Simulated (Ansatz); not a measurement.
System: MoS₂, space group R3m (No. 160).

Structure:
```xyz
3
Lattice="1.5800 0.9122 6.1500 -1.5800 0.9122 6.1500 0.0000 -1.8244 6.1500" Properties=species:S:1:pos:R:3 pbc="T T T"
Mo    0.0000    0.0000    0.0000
S     0.0000    0.0000    7.6936
S     0.0000    0.0000    4.6125
```

How it was computed, with Ansatz 0.2.0: plane-wave DFT, no spin polarisation; elastic constants in Voigt order on the axes of the given cell. Level: PBE.

- k mesh: 7×7×7
- occupations: fixed
- potentials: Ansatz PAW
- wave cutoff: 420 eV
- density cutoff: 1680 eV
- program settings: xc grid level 2, xc grid task forces

Describe the result: the linear compressibility under hydrostatic pressure as a function of direction in the xy, xz and yz planes.

The linear compressibility is 2.3, 2.3 and 19.9 1/TPa along x, y and z. Over all directions E runs from 39 to 211 GPa, a ratio of 5.4, a strong anisotropy. E is 209 GPa along x, 209 GPa along y and 44 GPa along z, and 55 GPa along the body diagonal x + y + z. The Hill averages are K = 59 GPa and G = 38 GPa; K/G = 1.55.

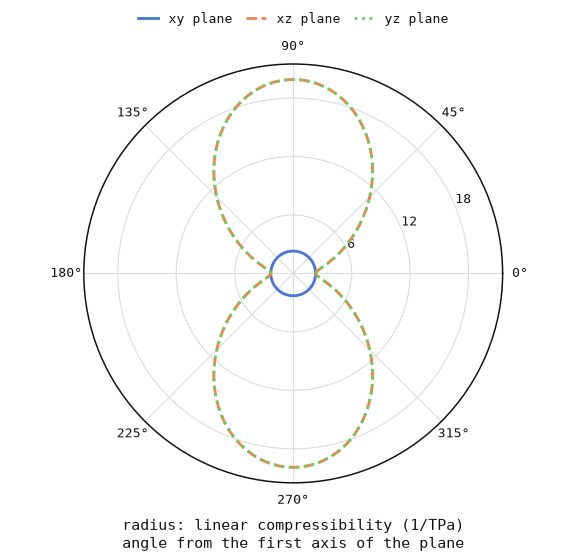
